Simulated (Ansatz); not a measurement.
System: SnO$_{2}$.

The calculation's input:

```
crystal:
  lattice:
    - [-0.0212811226, 2.5334669704, 2.5334669704]
    - [2.5334669704, -0.0212811226, 2.5334669704]
    - [2.5121858478, 2.5121858478, 0.0]
  atoms:
    - { symbol: Sn, position: [0.0, 0.0, 0.0] }
    - { symbol: O, position: [0.2504601415, 0.2504601415, 0.2495398585] }
    - { symbol: O, position: [0.7495398585, 0.7495398585, 0.7504601415] }
kpoints:
  mp_grid: { grid: [8, 8, 8] }
  band_path:
    path:
      - [0.0, 0.0, 0.0]
      - [0.5, 0.0, 0.5]
      - [0.625, 0.25, 0.625]
      - [0.375, 0.375, 0.75]
      - [0.5, 0.5, 0.5]
      - [0.5, 0.25, 0.75]
      - [0.25, -0.5, -0.25]
    npoints: 1
hamiltonian:
  xc: pbe
scf:
  occupations: { method: fermi_dirac, width: 0.02 }
  n_extra_bands: 4
output:
  forces: true
  stress: true
  eigenvalues: true
  write_density: true
  write_potential: true
  elf: true
  volumetric_format: npy
```

Command:

```sh
ansatz run input.yaml --threads 4 --pin off --max-ram 3686MiB --backend cpu --events-out ev --progress --plain --runs-dir out
```

Below, planes, directions and counts refer to the conventional cell (a = 3.55 Å, b = 3.61 Å, c = 5.07 Å, α = 90.00°, β = 90.00°, γ = 90.00°).

Space group Immm; started from the fluorite prototype, which need not be the ambient phase; changed on purpose from its base cell (shear xy strain -1.7%); computed pressure about 9 GPa in this cell.

Computed with DFT, PBE, plane waves, PAW (Ansatz).

> Predict the valence pseudo-density and electron localisation function between the atoms.

Sn–O (2.21 Å): the density is about 0.49 e/Å³ at the midpoint; the ELF peaks at about 0.85 in the valence shell of O, 0.6 Å from its nucleus, and is about 0.25 at the midpoint: no shared electron pair shows on this line.

> Does the calculation give a band gap?

It is gapped, with a Kohn–Sham gap of 0.29 eV on the k-point mesh, an upper bound to the gap of this method.

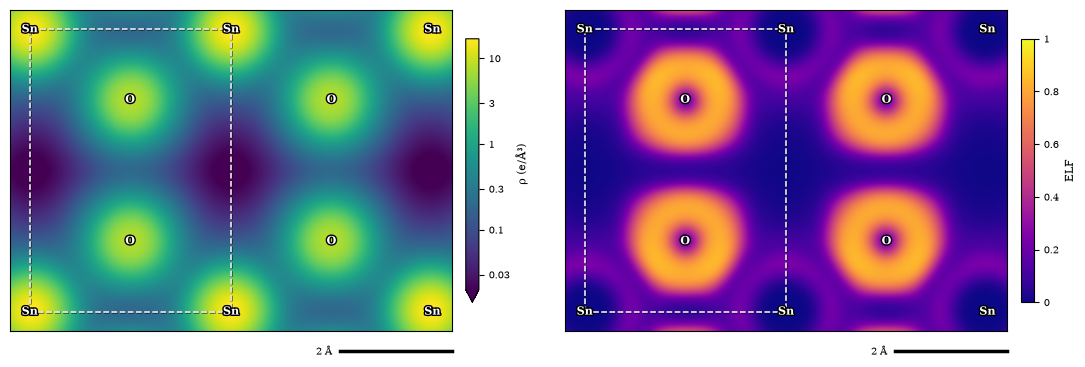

Computed valence pseudo-density and electron localisation function on the (100) plane of the conventional cell, in this order. 

Core electrons are frozen (PAW), and the valence fields are smoothed inside the atomic spheres.
